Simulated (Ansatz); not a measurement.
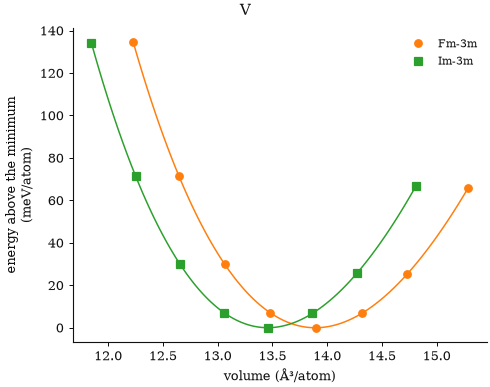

The figure shows the energy above the minimum against volume, with one curve for each structure, for V. Each energy curve has its own zero, so the curves don't rank the structures.

Calculation (Ansatz 0.2.0): third-order Birch-Murnaghan fit to density functional energies at scaled volumes of the given relaxed cell, shape and atoms relaxed at each volume; energies count from the fitted minimum; plane waves with PAW datasets, Γ-centred k mesh. Level: PBE, no spin polarisation.

wave cutoff 420 eV; occupations Gaussian; smearing width 0.1 eV.

Settings that differ: Fm-3m: k mesh 18×18×18; Im-3m: k mesh 20×20×20.

Q: Order the curves by fitted equilibrium volume, smallest first.

A: Im-3m 13.46, Fm-3m 13.89 Å³/atom.

Q: Order the curves by fitted bulk modulus, smallest first.

A: Fm-3m 176, Im-3m 183 GPa.
